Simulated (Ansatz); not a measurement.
## What a change does: single-point calculation on WSi₂

System: WSi₂ (3 atoms in the cell).
Method of run 1: Kohn-Sham DFT of a periodic cell, HSE06 form with a typed share of exact exchange, Ansatz PAW, no spin polarisation (Ansatz 0.2.0).

The structure derives from an entry of the Crystallography Open Database. Text and figures count atoms from 1; the logs count them from 0 in places.

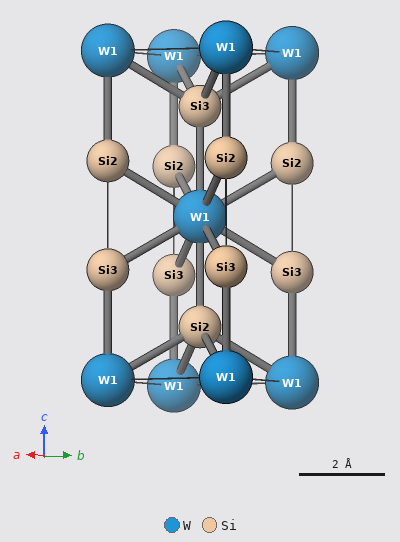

**Figure 1.** The input geometry (ball-and-stick view of the cell 2 times as large as that of the calculation, set on its symmetry axes, seen at an oblique angle; atoms are numbered from 1 in the order of the input). An atom can appear more than once, as a periodic image.

### The input, run 1
```yaml
crystal:
  lattice:
    - [-1.6069, 1.6069, 3.91495]
    - [1.6069, -1.6069, 3.91495]
    - [1.6069, 1.6069, -3.91495]
  atoms:
    - { symbol: W, position: [0.0, 0.0, 0.0] }
    - { symbol: Si, position: [0.6653, 0.6653, 0.0] }
    - { symbol: Si, position: [0.3347, 0.3347, 0.0] }
hamiltonian:
  xc:
    exchange: pbe
    correlation: pbe
    exx: { coeff: 0.1, omega: 0.2078699 }
  pseudopotentials: { kind: paw }
kpoints:
  mp_grid: { grid: [7, 7, 7] }
scf:
  occupations: { method: fermi_dirac, width: 0.05 }
output:
  forces: true
  stress: true
  eigenvalues: true
```

Launched with:
```bash
ansatz run input.yaml --threads 2 --pin off --max-ram 5632MiB --backend cpu --events-out ev --progress --plain --runs-dir out
```

Hardware: 2 threads of Arm Neoverse V2, 24 GiB of memory available, shared host.

### Output, shortened to warnings, some set-up lines, iterations and results (run 1)
```
Warning: output.stress: scf.convergence.dr2_threshold = 1e-7 eV (the SCF's general default) is looser than the 3e-10 eV advised for a printed stress (1e-10 eV for each atom of the cell: 3). What an SCF threshold leaves in a stress goes as its square root, and in the free energy as the threshold itself, and one threshold admits the most on a small cell: of the crystals measured, under no hybrid …
Warning: output.stress: scf.exx.energy_threshold = 1e-6 eV is looser than the 3e-8 eV advised for a stress under a hybrid functional (1e-8 eV for each atom of the cell: 3). Every SCF of the exchange loop can meet its threshold on dr2 while the loop round them stops early: no threshold on dr2 bounds what that leaves in the stress. Set scf.exx.energy_threshold to 3e-8 eV or tighter. The threshold …
Basis set: ecut = 420 eV, 793 PW (Γ), exchange–correlation on 64×64×64 points (8 copies of the dense FFT grid, shifted against one another)
Symmetry: 16 space group operations
k-points: 40 of 343
Initial density: superposition of atomic densities (neutral atoms: chi_scale 0, normalization atom), corrected by the library's trained network
[...]
SCF iter   1: F=—  HF=-11657.450140 eV  |F-HF|=—  |Δ(HF+E_count)|=         —  Δρ=3.58e-3  dr2=3.54e-3  ethr=1.77e-3  ⟨swp⟩=6.3  Hψ=2612  notcnv=0
SCF iter   2: F=—  HF=-11657.450215 eV  |F-HF|=—  |Δ(HF+E_count)|=   7.41e-5  Δρ=1.61e-3  dr2=3.08e-4  ethr=1.41e-6  ⟨swp⟩=2.2  Hψ=2419  notcnv=0  defer=2
SCF iter   3: F=—  HF=-11657.450383 eV  |F-HF|=—  |Δ(HF+E_count)|=   1.69e-4  Δρ=4.84e-4  dr2=2.69e-5  ethr=1.40e-6  ⟨swp⟩=2.0  Hψ=1045  notcnv=0  defer=2
SCF iter   4: F=—  HF=-11657.450406 eV  |F-HF|=—  |Δ(HF+E_count)|=   2.27e-5  Δρ=5.06e-5  dr2=4.71e-7  ethr=1.22e-7  ⟨swp⟩=3.2  Hψ=1190  notcnv=0  defer=1
SCF iter   5: F=—  HF=-11657.450406 eV  |F-HF|=—  |Δ(HF+E_count)|=   3.05e-7  Δρ=9.35e-6  dr2=4.17e-8  ethr=2.14e-9  ⟨swp⟩=3.6  Hψ=1323  notcnv=0
[... 10 lines ...]
SCF iter   1: F=—  HF=-11658.239109 eV  |F-HF|=—  |Δ(HF+E_count)|=         —  Δρ=1.66e-5  dr2=6.17e-8  ethr=7.64e-9  ⟨swp⟩=4.7  Hψ=1604  notcnv=0
SCF iter   2: F=—  HF=-11658.239109 eV  |F-HF|=—  |Δ(HF+E_count)|=   1.59e-8  Δρ=4.74e-6  dr2=6.77e-9  ethr=2.76e-10  ⟨swp⟩=2.8  Hψ=1092  notcnv=0
SCF iter   3: F=—  HF=-11658.239109 eV  |F-HF|=—  |Δ(HF+E_count)|=   2.45e-9  Δρ=9.12e-7  dr2=2.95e-10  ethr=2.60e-11  ⟨swp⟩=3.0  Hψ=1212  notcnv=0
SCF iter   4: F=-11658.239109 eV  HF=-11658.239109 eV  |F-HF|=2.18e-11  |Δ(HF+E_count)|=   1.07e-9  Δρ=2.48e-7  dr2=3.26e-11  ethr=1.00e-12  ⟨swp⟩=3.6  Hψ=1492  notcnv=0
SCF 3 converged in 4 iterations: F = -11658.239109 eV  dr2 = 3.26e-11
  Residual-converged pass: ⟨swp⟩=3.0  Hψ=1270  notcnv=0  max |occ|·‖R‖ = 2.7e-7 eV (tolerance 2.7e-7 eV)  dr2=3.24e-11  dr2_onsite=3.51e-13  max |Δocc| = 2.8e-13
hybrid outer 2: dexx = +2.013e-9 eV, tail = 9.08e-11 eV, Δε = 2.66e-4 eV (about 4.76e-6 eV left of the loop's levels), ΔF = 4.57e-5 eV/Å (tail 2.53e-5)
hybrid SCF converged: 2 outer / 10 inner (+7 warm-up), last move |dexx| = 2.01e-9 eV, tail = 9.08e-11 eV
Stability not checked: this state was not tested for a lower state beside it, because the functional holds exact exchange (a hybrid, or Hartree-Fock), whose exchange loop this test does not read (fock_operator; see scf.lower_state_search)
Free energy (F): -11658.239109 eV
Frozen-core exchange: fock
Harris-Foulkes:  -11658.239109 eV  (|F-HF|=2.18e-11)
Internal energy: -11658.237379 eV  (E = F + TS)
E sigma→0 (E₀):  -11658.238244 eV
Entropy (-TS):   -0.001729 eV (-0.576 meV/atom)
Fermi energy:    16.666747 eV
--- Per-component energies (eV) ---
  E_band       = -93.999359
  E_kinetic    = 541.140261
  E_local      = -944.551557  (includes V_loc(G=0)·N_el)
  E_nonlocal   = 50.516773
  E_hartree    = 371.057920
  E_xc         = -351.647860
  E_vxc        = -311.570823  (∫ρ·V_xc dr)
  E_exx        = -21.049921  (= α·E_x^exact, valence–valence)
  E_paw        = -9597.993097  (= ΣΔE_a)
  E_vpaw       = -129.550078  (= ΣTr[D̂ρ^β])
  E_aug_tail   = -0.000067  (compensation charges beyond the density's cutoff)
  E_ewald      = -1704.482625
  E_core_change = -1.227207  (= ΣΔE_core)
  E_smearing   = -0.001729  (= −TS)
  E_closure    = -0.000000  (closes the sum)
  Σ components = -11658.239109   (vs F -11658.239109, Δ=-1.82e-12)
--- Forces (eV/Å), atoms counted from 1 ---
  atom   1  W      0.00000000     0.00000000    -0.00000000
  atom   2  Si    -0.00000000    -0.00000000    -0.02225345
  atom   3  Si    -0.00000000    -0.00000000     0.02225345
  max |Σ_I F_I| component: 6.94e-17 eV/Å
--- Stress (GPa, compression-positive) ---
        1.123982      -0.000000       0.000000
       -0.000000       1.123982       0.000000
       -0.000000       0.000000       0.822436
  P = ⅓ Tr σ = 1.0235 GPa (10.235 kbar)
```

Run 2 used a changed input.

### The two runs side by side

```tsv
quantity	run 1	run 2
outcome	converged	converged
free energy per atom (eV)	−3886.0797	−3886.4834
energy per atom, smearing taken to zero (eV)	−3886.0794	−3886.4832
gap on the mesh (eV)	0.00	0.00
pressure (GPa)	1.02	−2.26
largest force (eV/Å)	0.022	0.114
SCF iterations	17	19
irreducible k-points	40	40
plane waves at Γ	793	793
wall time (shared host)	35 s	36 s
```

Which change of the input explains these differences?

The change (lines with − go, lines with + come):
```diff
-    exx: { coeff: 0.1, omega: 0.2078699 }
+    exx: { coeff: 0.25, omega: 0.2078699 }
```

The total energies belong to different methods, so their difference says nothing on which is more stable or more accurate. The pressure goes from 1.02 to −2.26 GPa. The largest force goes from 0.022 to 0.114 eV/Å. The SCF takes 19 iterations against 17.

### Output, shortened to warnings, some set-up lines, iterations and results (run 2)
```
Warning: output.stress: scf.convergence.dr2_threshold = 1e-7 eV (the SCF's general default) is looser than the 3e-10 eV advised for a printed stress (1e-10 eV for each atom of the cell: 3). What an SCF threshold leaves in a stress goes as its square root, and in the free energy as the threshold itself, and one threshold admits the most on a small cell: of the crystals measured, under no hybrid …
Warning: output.stress: scf.exx.energy_threshold = 1e-6 eV is looser than the 3e-8 eV advised for a stress under a hybrid functional (1e-8 eV for each atom of the cell: 3). Every SCF of the exchange loop can meet its threshold on dr2 while the loop round them stops early: no threshold on dr2 bounds what that leaves in the stress. Set scf.exx.energy_threshold to 3e-8 eV or tighter. The threshold …
Basis set: ecut = 420 eV, 793 PW (Γ), exchange–correlation on 64×64×64 points (8 copies of the dense FFT grid, shifted against one another)
Symmetry: 16 space group operations
k-points: 40 of 343
Initial density: superposition of atomic densities (neutral atoms: chi_scale 0, normalization atom), corrected by the library's trained network
[...]
SCF iter   1: F=—  HF=-11657.445841 eV  |F-HF|=—  |Δ(HF+E_count)|=         —  Δρ=5.44e-3  dr2=1.47e-2  ethr=1.77e-3  ⟨swp⟩=6.3  Hψ=2612  notcnv=0
SCF iter   2: F=—  HF=-11657.442908 eV  |F-HF|=—  |Δ(HF+E_count)|=   2.93e-3  Δρ=1.77e-3  dr2=4.99e-4  ethr=2.32e-6  ⟨swp⟩=2.6  Hψ=2517  notcnv=0
SCF iter   3: F=—  HF=-11657.442981 eV  |F-HF|=—  |Δ(HF+E_count)|=   7.36e-5  Δρ=5.92e-4  dr2=3.99e-5  ethr=2.27e-6  ⟨swp⟩=3.0  Hψ=1154  notcnv=0
SCF iter   4: F=—  HF=-11657.443011 eV  |F-HF|=—  |Δ(HF+E_count)|=   3.01e-5  Δρ=1.08e-4  dr2=2.97e-6  ethr=1.81e-7  ⟨swp⟩=3.1  Hψ=1192  notcnv=0
SCF iter   5: F=—  HF=-11657.443012 eV  |F-HF|=—  |Δ(HF+E_count)|=   5.38e-7  Δρ=1.30e-5  dr2=3.36e-8  ethr=1.35e-8  ⟨swp⟩=3.0  Hψ=1255  notcnv=0
[... 12 lines ...]
SCF iter   2: F=—  HF=-11659.450115 eV  |F-HF|=—  |Δ(HF+E_count)|=   2.91e-7  Δρ=1.79e-5  dr2=7.04e-8  ethr=3.29e-9  ⟨swp⟩=3.1  Hψ=1238  notcnv=0
SCF iter   3: F=—  HF=-11659.450115 eV  |F-HF|=—  |Δ(HF+E_count)|=   2.18e-7  Δρ=5.55e-6  dr2=4.93e-9  ethr=1.60e-10  ⟨swp⟩=4.2  Hψ=1671  notcnv=0
SCF iter   4: F=—  HF=-11659.450115 eV  |F-HF|=—  |Δ(HF+E_count)|=   9.51e-9  Δρ=1.66e-6  dr2=9.64e-10  ethr=1.62e-11  ⟨swp⟩=4.2  Hψ=1556  notcnv=0
SCF iter   5: F=-11659.450115 eV  HF=-11659.450115 eV  |F-HF|=3.64e-12  |Δ(HF+E_count)|=  2.53e-10  Δρ=1.52e-7  dr2=5.05e-11  ethr=3.84e-12  ⟨swp⟩=3.0  Hψ=1134  notcnv=0
SCF 3 converged in 5 iterations: F = -11659.450115 eV  dr2 = 5.05e-11
  Residual-converged pass: ⟨swp⟩=3.5  Hψ=1352  notcnv=0  max |occ|·‖R‖ = 2.7e-7 eV (tolerance 2.7e-7 eV)  dr2=4.96e-11  dr2_onsite=3.55e-13  max |Δocc| = 1.1e-13
hybrid outer 2: dexx = +3.898e-7 eV, tail = 5.85e-9 eV, Δε = 1.55e-3 eV (about 3.64e-5 eV left of the loop's levels), ΔF = 1.42e-3 eV/Å (tail 3.60e-4)
hybrid SCF converged: 2 outer / 12 inner (+7 warm-up), last move |dexx| = 3.90e-7 eV, tail = 5.85e-9 eV
Stability not checked: this state was not tested for a lower state beside it, because the functional holds exact exchange (a hybrid, or Hartree-Fock), whose exchange loop this test does not read (fock_operator; see scf.lower_state_search)
Free energy (F): -11659.450115 eV
Frozen-core exchange: fock
Harris-Foulkes:  -11659.450115 eV  (|F-HF|=3.64e-12)
Internal energy: -11659.449059 eV  (E = F + TS)
E sigma→0 (E₀):  -11659.449587 eV
Entropy (-TS):   -0.001056 eV (-0.352 meV/atom)
Fermi energy:    16.623599 eV
--- Per-component energies (eV) ---
  E_band       = -114.779828
  E_kinetic    = 540.473634
  E_local      = -941.516662  (includes V_loc(G=0)·N_el)
  E_nonlocal   = 50.271151
  E_hartree    = 369.999182
  E_xc         = -306.068773
  E_vxc        = -270.795667  (∫ρ·V_xc dr)
  E_exx        = -52.622355  (= α·E_x^exact, valence–valence)
  E_paw        = -9612.461473  (= ΣΔE_a)
  E_vpaw       = -127.965676  (= ΣTr[D̂ρ^β])
  E_aug_tail   = -0.000066  (compensation charges beyond the density's cutoff)
  E_ewald      = -1704.482625
  E_core_change = -3.041071  (= ΣΔE_core)
  E_smearing   = -0.001056  (= −TS)
  E_closure    = -0.000000  (closes the sum)
  Σ components = -11659.450115   (vs F -11659.450115, Δ=-1.82e-12)
--- Forces (eV/Å), atoms counted from 1 ---
  atom   1  W      0.00000000     0.00000000     0.00000000
  atom   2  Si     0.00000000     0.00000000    -0.11408267
  atom   3  Si     0.00000000     0.00000000     0.11408267
  max |Σ_I F_I| component: 4.86e-17 eV/Å
--- Stress (GPa, compression-positive) ---
       -1.901926       0.000000      -0.000000
        0.000000      -1.901926       0.000000
       -0.000000       0.000000      -2.989106
  P = ⅓ Tr σ = -2.2643 GPa (-22.643 kbar)
```

For both runs: Warnings: the exchange loop's threshold is looser than advised for the stress; the SCF threshold is looser than advised for the printed stress. Spin–orbit coupling is left out, which matters for W.
